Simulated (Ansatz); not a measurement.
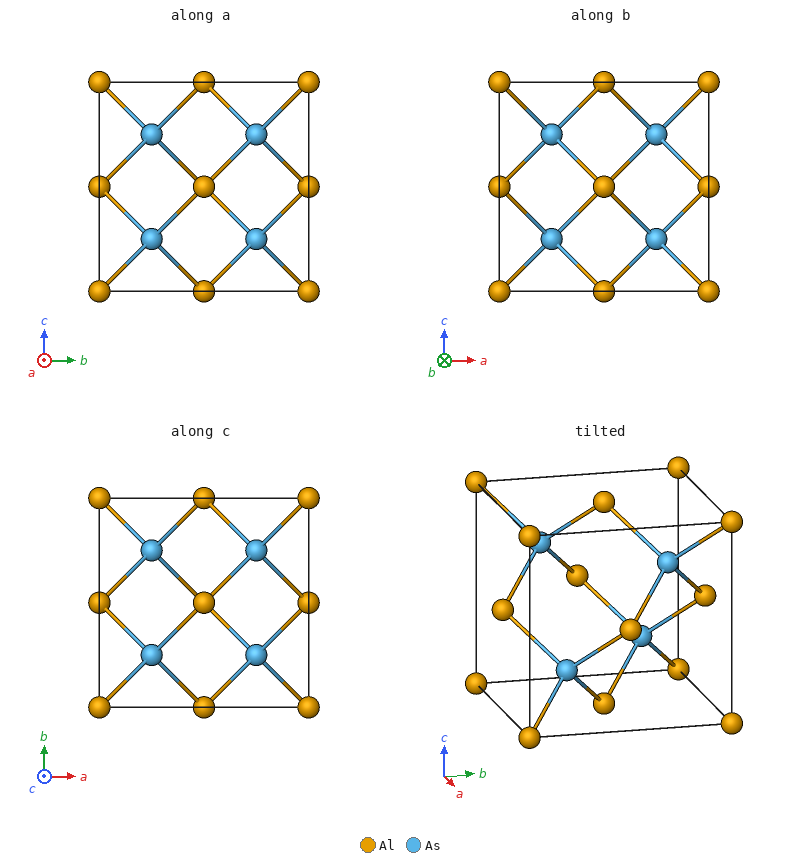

The image is a ball-and-stick drawing of a crystal, viewed along the a axis, along the b axis, along the c axis and slightly off an axis. The wireframe shows the conventional unit cell.

Lattice parameters: a = 5.6309 Å, b = 5.6309 Å, c = 5.6309 Å, α = 90.000°, β = 90.000°, γ = 90.000°.

> Set out the cell and atoms as a CIF in P1 with every atom of the cell.

```cif
data_structure
_symmetry_space_group_name_H-M 'P 1'
_symmetry_Int_Tables_number 1
_cell_length_a 5.6309
_cell_length_b 5.6309
_cell_length_c 5.6309
_cell_angle_alpha 90.000
_cell_angle_beta 90.000
_cell_angle_gamma 90.000
_cell_volume 178.54
loop_
_atom_site_label
_atom_site_type_symbol
_atom_site_fract_x
_atom_site_fract_y
_atom_site_fract_z
_atom_site_occupancy
Al1 Al 0.0000 0.0000 0.0000 1
As1 As 0.2500 0.2500 0.7500 1
Al2 Al 0.0000 0.5000 0.5000 1
As2 As 0.2500 0.7500 0.2500 1
Al3 Al 0.5000 0.0000 0.5000 1
As3 As 0.7500 0.2500 0.2500 1
Al4 Al 0.5000 0.5000 0.0000 1
As4 As 0.7500 0.7500 0.7500 1
```

Source of the structure: a structure type filled with these elements by a generator (whether the compound takes this form wasn't checked). Earlier steps of the study, as a rule a relaxation of our own, may have changed the cell and positions, so they can lie some per cent off the listed ones. It went into a calculation with Ansatz.
